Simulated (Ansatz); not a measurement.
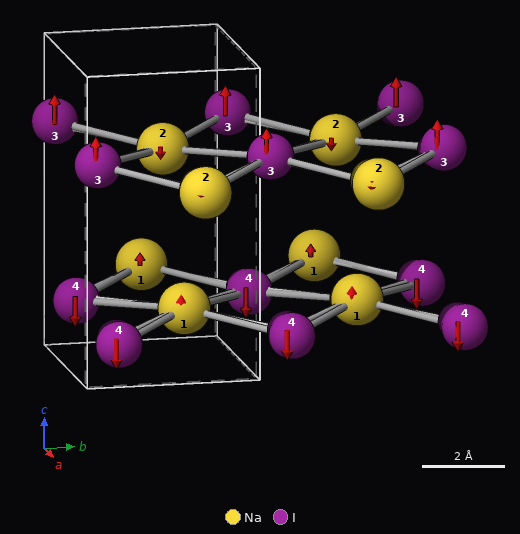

A symmetric starting cell of NaI, drawn pale, and a changed version of it, drawn solid. The red arrows show how the atoms are displaced (without the part that the change of the cell carries along), magnified 10 times. Besides, the cell is strained by +3.8 % along a, +1.3 % along b, +0.3 % along c (volume +5.3 %). The picture is a ball-and-stick view of the cell of the calculation, repeated 2 × 2 × 1 with one cell outlined, seen slightly off an axis.

All numbers below come from Ansatz 0.2.0, DFT PBEsol, scalar-relativistic, plane waves, PAW. (plane-wave cutoff 420 eV; k-point mesh 6 × 6 × 4; occupations gaussian; smearing width 0.02 eV; no spin polarisation)

Question: Describe the displacements and the computed response.

Answer: Atoms are displaced by up to 0.08 Å (root mean square over those that move 0.06 Å) relative to the cell: I4 0.08 Å along −c, Na1 0.03 Å along +c. No relaxation follows. The starting cell wasn't computed here and needn't be at equilibrium, so pressure and forces aren't due to the change alone. The pressure is −1.3 GPa (not all of it need come from the change, since the unchanged cell can be under pressure at this level too). The principal stresses (compression positive) are −0.7 GPa along c, −1.5 GPa along b, −1.8 GPa along a. The largest forces, 0.14 eV/Å, act on I3 and I4; on I3 it points along −c. The forces point straight back along the displacements (cosine −0.99). Among the bonded contacts that change: I–Na 3.149 → 3.238 Å. The space group stays Pmma (No. 51).
